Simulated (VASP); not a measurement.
## BaTiO3: the band gap up a ladder of functionals

Wanted: bands and gap of BaTiO3 from one functional after another. The levels: LDA, PBEsol, PBE, r2SCAN, TB-mBJ, BLYP, SCAN, HSE06, r2SCAN-EpsX, PBE-EpsX and PBE + SOC. Left out of this account: 1 further run (bands with TB-mBJ + SOC: it diverged and was aborted). The start is a cell from a database of measured crystal structures.

Method: LDA; plane waves and PAW (Ba_sv, Ti_sv, O), in the first sound run; inputs show where later runs differ, in VASP 6.6.1.

### Step 1. The structure

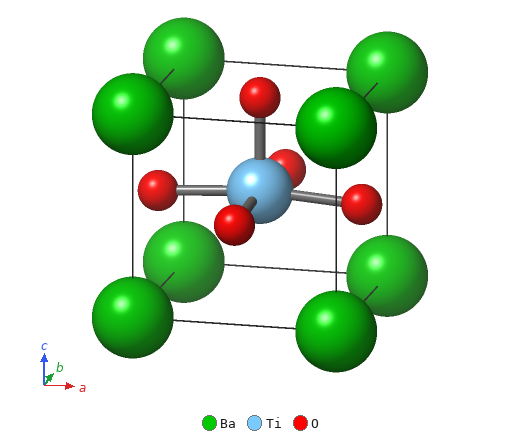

Start, viewed slightly off an axis; barium green, titanium blue, oxygen red. Some periodic images of atoms are drawn too.

As a file:

```
Ba Ti O
1.0
     3.99048    0.00000    0.00000
     0.00000    3.99048    0.00000
     0.00000    0.00000    4.02303
Ba Ti O
1 1 3
Direct
  0.00000 0.00000 0.00000
  0.50000 0.50000 0.52200
  0.50000 0.50000 0.97900
  0.50000 0.00000 0.48800
  0.00000 0.50000 0.48800
```

### Step 2. Bands with LDA, k 4×4×4

The mesh alone shows little of the dispersion and can miss band extrema, so KPOINTS_OPT adds a path through the symmetry points after the self-consistent cycle. LDA, the lowest rung, knows the local density alone.

INCAR reads:

```
SYSTEM = BaTiO3
PREC = Accurate
ENCUT = 520
EDIFF = 1E-06
NELM = 100
ISMEAR = 0
SIGMA = 0.02
LREAL = .FALSE.
ALGO = Normal
GGA = CA
NBANDS = 35
LASPH = .TRUE.
LORBIT = 11
LWAVE = .FALSE.
LCHARG = .FALSE.
KPAR = 8
```

POSCAR reads:

```
BaTiO3
1.0
    3.9904800000      0.0000000000      0.0000000000
    0.0000000000      3.9904800000      0.0000000000
    0.0000000000      0.0000000000      4.0230300000
Ba Ti O
1 1 3
Direct
    0.0000000000      0.0000000000      0.0000000000
    0.5000000000      0.5000000000      0.5220000000
    0.5000000000      0.5000000000      0.9790000000
    0.5000000000      0.0000000000      0.4880000000
    0.0000000000      0.5000000000      0.4880000000
```

KPOINTS reads:

```
Automatic mesh
0
Gamma
4 4 4
0 0 0
```

KPOINTS_OPT reads:

```
Line mode
16
Line-mode
Reciprocal
  0.00000000   0.00000000   0.00000000 GAMMA
  0.00000000   0.50000000   0.00000000 X

  0.00000000   0.50000000   0.00000000 X
  0.50000000   0.50000000   0.00000000 M

  0.50000000   0.50000000   0.00000000 M
  0.00000000   0.00000000   0.00000000 GAMMA

  0.00000000   0.00000000   0.00000000 GAMMA
  0.00000000   0.00000000   0.50000000 Z

  0.00000000   0.00000000   0.50000000 Z
  0.00000000   0.50000000   0.50000000 R

  0.00000000   0.50000000   0.50000000 R
  0.50000000   0.50000000   0.50000000 A

  0.50000000   0.50000000   0.50000000 A
  0.00000000   0.00000000   0.50000000 Z

  0.00000000   0.50000000   0.00000000 X
  0.00000000   0.50000000   0.50000000 R

  0.50000000   0.50000000   0.00000000 M
  0.50000000   0.50000000   0.50000000 A
```

The projector-augmented-wave data sets are Ba_sv, Ti_sv and O (PBE family, release 64).

The run is started by

```
> mpirun -np 8 vasp_std
```

Numbers of over 12 decimals in the logs are rounded to 6 here.

What it wrote:

```text
[banner, memory and clock lines left out]
running    8 mpi-ranks, on    1 nodes
 distrk:  each k-point on    1 cores,    8 groups
 distr:  one band on    1 cores,    1 groups

 POSCAR found type information on POSCAR BaTiO
 POSCAR found :  3 types and       5 ions
|                                                                             |
|           W    W    AA    RRRRR   N    N  II  N    N   GGGG   !!!           |
|           W    W   A  A   R    R  NN   N  II  NN   N  G    G  !!!           |
|           W    W  A    A  R    R  N N  N  II  N N  N  G       !!!           |
|           W WW W  AAAAAA  RRRRR   N  N N  II  N  N N  G  GGG   !            |
|           WW  WW  A    A  R   R   N   NN  II  N   NN  G    G                |
|           W    W  A    A  R    R  N    N  II  N    N   GGGG   !!!           |
|                                                                             |
|     For optimal performance we recommend to set                             |
|       NCORE = 2 up to number-of-cores-per-socket                            |
|     NCORE specifies how many cores store one orbital (NPAR=cpu/NCORE).      |
|     This setting can greatly improve the performance of VASP for DFT.       |
|     The default, NCORE=1 might be grossly inefficient on modern             |
|     multi-core architectures or massively parallel machines. Do your        |
|     Unfortunately you need to use the default for GW and RPA                |
|     calculations (for HF NCORE is supported but not extensively tested      |
|     yet).                                                                   |
|                                                                             |

|                                                                             |
|               ----> ADVICE to this user running VASP <----                  |
|                                                                             |
|     You enforced a specific xc type in the INCAR file but a different       |
|     [... a line on the potential file left out ...]
|     I HOPE YOU KNOW WHAT YOU ARE DOING!                                     |
|                                                                             |

 LDA part: xc-table for (Slater(with rela. corr.)+CA(PZ))
 , standard interpolation
 POSCAR, INCAR and KPOINTS ok, starting setup
 FFT: planning ... GRIDC
 FFT: planning ... GRID_SOFT
 FFT: planning ... GRID
 WAVECAR not read
 entering main loop
       N       E                     dE             d eps       ncg     rms          rms(c)
DAV:   1     0.390190324665E+03    0.39019E+03   -0.19718E+04  1260   0.123E+03
DAV:   2    -0.142371626464E+02   -0.40443E+03   -0.37568E+03  1363   0.352E+02
DAV:   3    -0.527394038755E+02   -0.38502E+02   -0.37917E+02  1799   0.107E+02
DAV:   4    -0.544519593296E+02   -0.17126E+01   -0.17057E+01  1788   0.187E+01
DAV:   5    -0.544900613563E+02   -0.38102E-01   -0.38084E-01  1615   0.252E+00    0.234E+01
DAV:   6    -0.450168358265E+02    0.94732E+01   -0.29015E+01  1587   0.531E+01    0.105E+01
DAV:   7    -0.445088599812E+02    0.50798E+00   -0.62350E+00  1458   0.188E+01    0.736E+00
DAV:   8    -0.442936544327E+02    0.21521E+00   -0.87601E-01  1491   0.816E+00    0.249E+00
DAV:   9    -0.443362429569E+02   -0.42589E-01   -0.18947E-01  1706   0.256E+00    0.214E+00
DAV:  10    -0.442903478337E+02    0.45895E-01   -0.30958E-01  1372   0.496E+00    0.713E-01
DAV:  11    -0.442804971905E+02    0.98506E-02   -0.28334E-02  1458   0.153E+00    0.101E-01
DAV:  12    -0.442805659923E+02   -0.68802E-04   -0.90633E-04  1586   0.198E-01    0.677E-02
DAV:  13    -0.442805789921E+02   -0.13000E-04   -0.18489E-04  1467   0.114E-01    0.148E-02
DAV:  14    -0.442805759064E+02    0.30857E-05   -0.15996E-05  1700   0.324E-02    0.794E-03
DAV:  15    -0.442805755597E+02    0.34667E-06   -0.18617E-06  1347   0.101E-02
   1 F= -.44280576E+02 E0= -.44280576E+02  d E =-.992810E-76
 Start KPOINTS_OPT (optional k-point list driver)
k-point batch [1-18\144]
       N       E                     dE             ncg
DAV:   1     0.329119484222E+03   -0.90104E+04     1260
DAV:   2    -0.653006854989E+04   -0.68592E+04     1380
DAV:   3    -0.722637174882E+04   -0.69630E+03     1756
DAV:   4    -0.725068999740E+04   -0.24318E+02     1744
DAV:   5    -0.725119468181E+04   -0.50468E+00     1536
DAV:   6    -0.725120364265E+04   -0.89608E-02     1561
DAV:   7    -0.725120393243E+04   -0.28978E-03     1530
DAV:   8    -0.725120394328E+04   -0.10854E-04     1423
DAV:   9    -0.725120394370E+04   -0.42085E-06     1165
[...]
k-point batch [127-144\144]
       N       E                     dE             ncg
DAV:   1     0.372897501359E+03   -0.24922E+05     1260
DAV:   2    -0.664863188218E+04   -0.70215E+04     1364
DAV:   3    -0.740031504555E+04   -0.75168E+03     1899
DAV:   4    -0.743010717400E+04   -0.29792E+02     1670
DAV:   5    -0.743082732536E+04   -0.72015E+00     1677
DAV:   6    -0.743084138017E+04   -0.14055E-01     1584
DAV:   7    -0.743084186825E+04   -0.48808E-03     1676
DAV:   8    -0.743084188935E+04   -0.21095E-04     1277
DAV:   9    -0.743084189042E+04   -0.10702E-05     1158
DAV:  10    -0.743084189048E+04   -0.63401E-07      958
```

It took 15 s on 8 MPI ranks of Intel Xeon 6975P-C (Granite Rapids), shared host; peak memory 1.6 GiB.

Lines that name or quote the potential files are left out of all logs, and their timing lines are given in words.

Parts of OUTCAR (step 2):

```text
ion  position               nearest neighbor table
   1  0.000  0.000  0.000-   4 2.80   5 2.80   5 2.80   4 2.80   3 2.82   3 2.82   3 2.82   3 2.82
                             4 2.87   5 2.87   4 2.87   5 2.87   2 3.41   2 3.41   2 3.41   2 3.41
   2  0.500  0.500  0.522-   3 1.84   4 2.00   5 2.00   4 2.00   5 2.00   3 2.18   1 3.41   1 3.41
                             1 3.41   1 3.41   1 3.52   1 3.52   1 3.52   1 3.52
   3  0.500  0.500  0.979-   2 1.84   2 2.18   1 2.82   1 2.82   1 2.82   1 2.82
   4  0.500  0.000  0.488-   2 2.00   2 2.00   1 2.80   1 2.80   1 2.87   1 2.87
   5  0.000  0.500  0.488-   2 2.00   2 2.00   1 2.80   1 2.80   1 2.87   1 2.87

  LATTYP: Found a simple tetragonal cell.
 ALAT       =     3.9904800000
 C/A-ratio  =     1.0081569135

 Subroutine GETGRP returns: Found  8 space group operations
 (whereof  8 operations were pure point group operations)

The static configuration has the point symmetry C_4v.

 Found     18 irreducible k-points:

   k-points           NKPTS =     18   k-points in BZ     NKDIM =     18   number of bands    NBANDS=     35

   dimension x,y,z NGX =    30 NGY =   30 NGZ =   30
   dimension x,y,z NGXF=    60 NGYF=   60 NGZF=   60

   ENCUT  =  520.0 eV  38.22 Ry    6.18 a.u.   7.42  7.42  7.48*2*pi/ulx,y,z

   NELECT =      40.0000    total number of electrons

 k-points in reciprocal lattice and weights: Automatic mesh
   0.00000000  0.00000000  0.00000000       0.016
   0.25000000  0.00000000  0.00000000       0.062
   0.50000000  0.00000000  0.00000000       0.031
   0.25000000  0.25000000  0.00000000       0.062
   0.50000000  0.25000000  0.00000000       0.062
   0.50000000  0.50000000  0.00000000       0.016
   0.00000000  0.00000000  0.25000000       0.031
   0.25000000  0.00000000  0.25000000       0.125
   0.50000000  0.00000000  0.25000000       0.062
[...]
0.50000000  0.25000000  0.50000000       0.062
   0.50000000  0.50000000  0.50000000       0.016

 average (electrostatic) potential at core
       1 -32.8513       2 -76.4474       3 -69.7641       4 -69.5273       5 -69.5273

 E-fermi :   3.8148

 k-point     1 :       0.0000    0.0000    0.0000
  band No.  band energies     occupation
    ...
     16       2.1313      2.00000
     17       2.3599      2.00000
     18       3.1114      2.00000
     19       3.1757      2.00000
     20       3.1757      2.00000
     21       5.2511      0.00000
     22       5.6385      0.00000
     23       5.6385      0.00000
     24       7.6240      0.00000
     25       7.8091      0.00000
    ...

 k-point     2 :       0.2500    0.0000    0.0000
  band No.  band energies     occupation
    ...
     16       1.7863      2.00000
     17       1.9914      2.00000
     18       2.2645      2.00000
     19       2.7234      2.00000
     20       2.8797      2.00000
     21       5.6949      0.00000
     22       6.2472      0.00000
     23       6.2895      0.00000
     24       7.7591      0.00000
     25       8.8048      0.00000
    ...

 k-point     3 :       0.5000    0.0000    0.0000
  band No.  band energies     occupation
    ...
     16       1.5425      2.00000
     17       1.6735      2.00000
     18       1.8399      2.00000
     19       2.4055      2.00000
     20       2.5798      2.00000
     21       5.7718      0.00000
     22       7.0328      0.00000
     23       7.1045      0.00000
     24       7.7342      0.00000
     25       9.4335      0.00000
    ...

  Total       -2.2970083     -2.2970083     -1.2669239      0.0000000      0.0000000      0.0000000
  in kB      -57.4472967    -57.4472967    -31.6852802      0.0000000      0.0000000      0.0000000
  external PRESSURE =     -48.8599579 kB  Pullay stress =       0.0000000 kB

  energy-cutoff  :      520.00
  volume of cell :       64.06
      direct lattice vectors                 reciprocal lattice vectors
     3.990480000  0.000000000  0.000000000     0.250596419  0.000000000  0.000000000
     0.000000000  3.990480000  0.000000000     0.000000000  0.250596419  0.000000000
     0.000000000  0.000000000  4.023030000     0.000000000  0.000000000  0.248568865

 POSITION                                       TOTAL-FORCE (eV/Angst)
 -----------------------------------------------------------------------------------
      0.00000      0.00000      0.00000        -0.000000      0.000000      0.157361
      1.99524      1.99524      2.10002        -0.000000      0.000000     -0.112964
      1.99524      1.99524      3.93855        -0.000000      0.000000     -0.089870
      1.99524      0.00000      1.96324         0.000000     -0.000000      0.022737
      0.00000      1.99524      1.96324        -0.000000     -0.000000      0.022737
 -----------------------------------------------------------------------------------
    total drift:                                0.000000      0.000000      0.000219

  FREE ENERGIE OF THE ION-ELECTRON SYSTEM (eV)
  ---------------------------------------------------
  free  energy   TOTEN  =       -44.2805755597 eV

  energy  without entropy=      -44.2805755597  energy(sigma->0) =      -44.28057556

 total charge
# of ion       s       p       d       tot
------------------------------------------
    1        2.001   5.619   0.339   7.960
    2        2.221   6.284   1.780  10.286
    3        1.555   3.446   0.000   5.002
    4        1.549   3.443   0.000   4.992
    5        1.549   3.443   0.000   4.992
--------------------------------------------------
tot          8.877  22.235   2.119  33.231

[... 3 further parts left out ...]
```

Harder data sets than Ba_sv exist (the GW ones), and pressures, volumes and forces can shift noticeably with them. The PAW data sets were made with PBE, though LDA sets exist; this is a small mismatch. At this level the cell is under a tension of 4.9 GPa, so at these settings it is away from equilibrium.

This step gave:

| Property | Result |
| --- | --- |
| SCF cycles | 15 |
| electrons | 40 |
| bands | 35 |
| irreducible k-points | 18 |
| symmetry operations | 8 |
| free energy (TOTEN) | -44.28 eV |
| Fermi energy | 3.815 eV |
| pressure | -4.886 GPa |
| metallic | no |
| least gap on mesh and path | 1.694 eV |
| least direct gap on mesh and path | 2.075 eV |
| valence top at k | 0.5, 0.5, 0.5 |
| conduction bottom at k | 0, 0, 0 |
| least direct gap at k | 0, 0, 0 |

The electronic bands at the labelled points (eV, zero at the valence-band top; v1 is the highest filled band, c1 the lowest empty one):

```csv
point,v4,v3,v2,v1,c1,c2,c3,c4
Γ,-1.20,-0.45,-0.38,-0.38,1.69,2.08,2.08,4.07
X,-1.88,-1.72,-1.15,-0.98,2.21,3.48,3.55,4.18
M,-1.83,-1.09,-1.09,-0.09,3.57,3.57,3.91,4.70
Γ,-1.20,-0.45,-0.38,-0.38,1.69,2.08,2.08,4.07
Z,-2.06,-2.00,-0.73,-0.73,1.86,3.59,3.59,4.07
R,-1.77,-0.93,-0.91,-0.26,3.51,3.60,3.91,4.91
A,-2.45,-0.17,-0.17,0.00,4.16,4.17,4.17,6.35
Z,-2.06,-2.00,-0.73,-0.73,1.86,3.59,3.59,4.07
jump to X,-1.88,-1.72,-1.15,-0.98,2.21,3.48,3.55,4.18
R,-1.77,-0.93,-0.91,-0.26,3.51,3.60,3.91,4.91
jump to M,-1.83,-1.09,-1.09,-0.09,3.57,3.57,3.91,4.70
A,-2.45,-0.17,-0.17,0.00,4.16,4.17,4.17,6.35
```

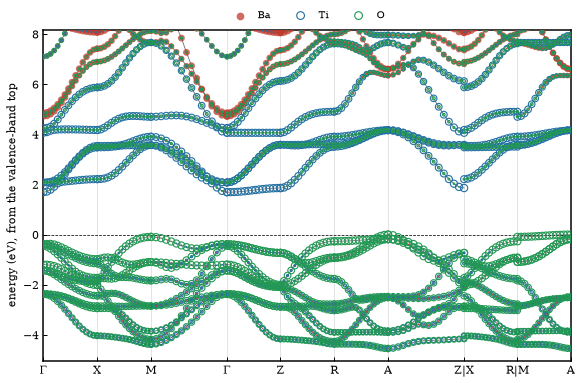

Electronic bands along the path; dots are coloured as in the legend, and their area grows with the weight.

Force by atom:

```csv
atom,x (eV/Å),y (eV/Å),z (eV/Å),size
Ba1,0.000,0.000,0.157,0.157
Ti2,0.000,0.000,-0.113,0.113
O3,0.000,0.000,-0.090,0.090
O4,0.000,0.000,0.023,0.023
O5,0.000,0.000,0.023,0.023
```

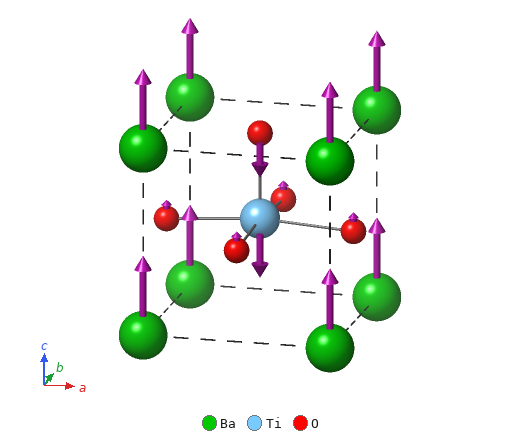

Force as arrows, the longest 0.157 eV/Å. Some periodic images of atoms are drawn too.

The gap is 1.69 eV, indirect, from A to Γ.

(Part 1 of 6 ends here.)

[Lines on the potential files, build, host, timing and source positions are cut from VASP's logs without a mark.]

[Logs are printed without paths, hosts, clocks, repeated set-up lines and the standing remarks that a program may print on its own settings, such as how far it seeks lower states.]

[Hosts, paths, dates, database ids (printed as entryN), source tags and the programs' standing remarks are cut or masked in the printed files.]

[A measured line is paired with the nearest computed mode of its activity, which favours agreement.]
